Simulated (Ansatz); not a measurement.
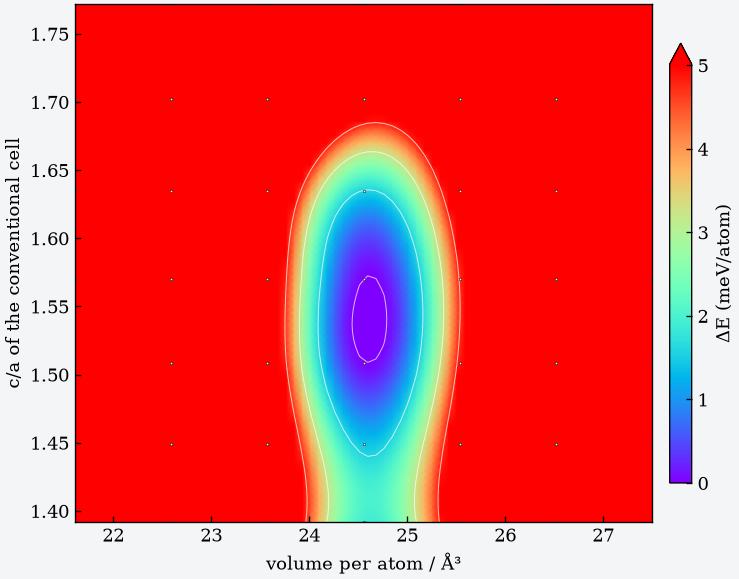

In (I4/mmm, No. 139; 1 atom in the cell). The energy is mapped over volume and the cell's shape. First axis: volume per atom. Second axis: c/a of the conventional cell. Nothing is relaxed (symmetry fixes all fractional coordinates). The grid has 7 × 7 points. Points are written as (first, second). Energies are in meV/atom, from the lowest grid point. These are results of DFT LDA, scalar-relativistic, plane waves, PAW in Ansatz, not measurements. Settings: cutoff 420 eV, k-mesh 22×22×22, gaussian smearing 0.15 eV, no spin polarisation.

In the figure: a smooth colour map with a few white contour lines, dots at the grid points, one colour for all values above the top of the scale. Between grid points the surface is interpolated.

Where is the minimum, and how stiff is the well along each coordinate?

Answer. The interpolated minimum is at volume per atom ≈ 24.61 Å³, c/a of the conventional cell ≈ 1.539. The curvatures there are about 0.013 eV/(Å³)² and 0.41 eV, with a cross term of about −0.003 eV/Å³ (per cell of 1 atoms). Round the minimum the two coordinates are nearly uncoupled.
